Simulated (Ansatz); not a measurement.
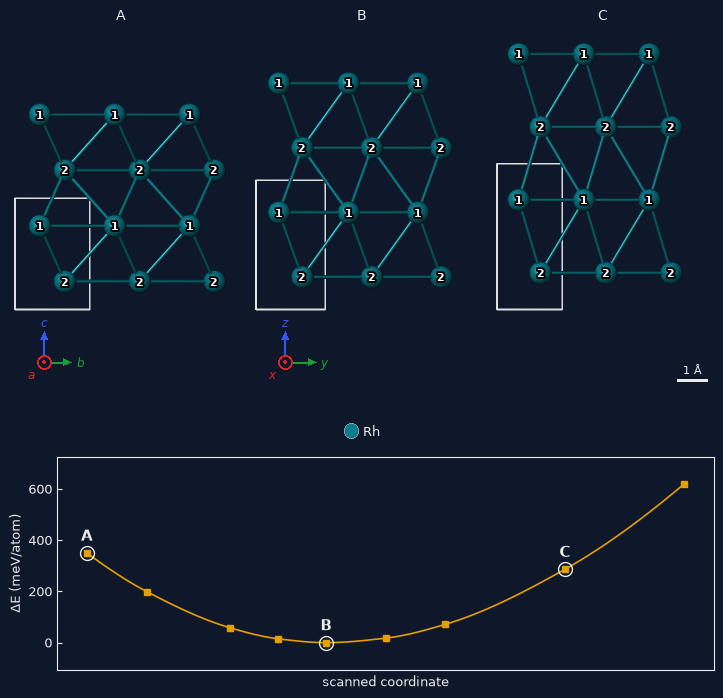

A scan of crystalline Rh (P6_3/mmc) along one coordinate. x, y and z are the Cartesian axes of the input. The picture is a ball-and-stick view of the cell of the calculation, repeated 2 × 3 × 2 with one cell outlined, seen along the a axis.

These are results of DFT PBEsol, scalar-relativistic, plane waves, PAW (Ansatz), not measurements. Set-up: plane-wave cutoff 420 eV; k-point mesh 30 × 30 × 16; occupations gaussian; smearing width 0.15 eV; no spin polarisation. Energies (free energies at the smearing named) are counted from the relaxed crystal.

### Which coordinate changes from frame to frame?

The ratio of the cell's length along z to its lengths across, counted as 1 for the reference, is changed at fixed volume (a c/a path), with the atoms kept at their fractional coordinates. In the frames the relative ratio is 0.80 (A), 1.00 (B), 1.20 (C). Of the computed points the lowest is at the relative ratio 1.00, 0 meV/atom. The distortion keeps the space group P6_3/mmc. At the relative ratio 1.30 the cell of the drawing goes a 2.689 → 2.464 Å, b 2.689 → 2.464 Å, c 4.329 → 5.156 Å.
